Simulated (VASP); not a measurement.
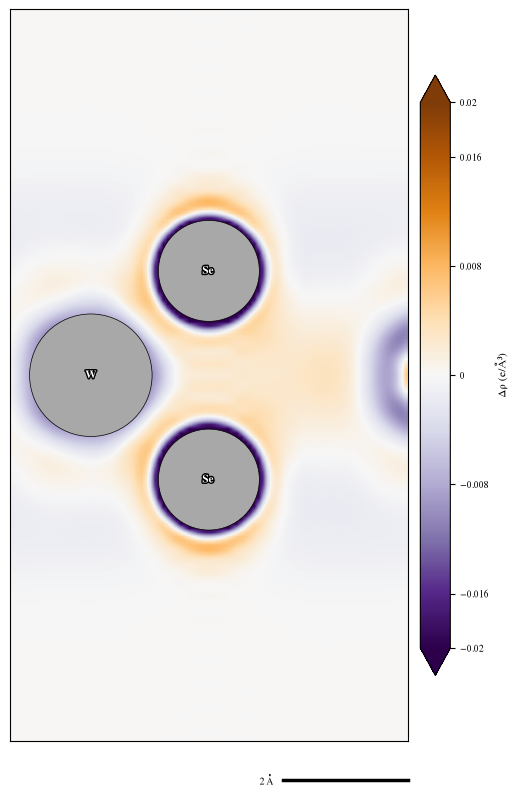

WSe2. Difference of the valence pseudo-densities of two functionals at the same geometry, on the (110) plane of the calculation cell, a cut from vacuum to vacuum: one of LDA and PBE less the other.

Both computed with VASP (plane waves, PAW), on the same k-point mesh. Grey discs cover the atomic cores.

```
Se W
1.0
     3.28200    0.00000    0.00000
    -1.64100    2.84230    0.00000
     0.00000    0.00000   21.35000
Se W
2 1
Cartesian
  1.6410 0.9474 9.0001
  1.6410 0.9474 12.3499
  0.0000 1.8949 10.6750
```

Q: Which was subtracted from which, and what does the map show?

A: It is PBE less LDA. Against LDA, PBE gives less density around W (−0.004 e/Å³ on average at 1.1 Å from the nucleus).
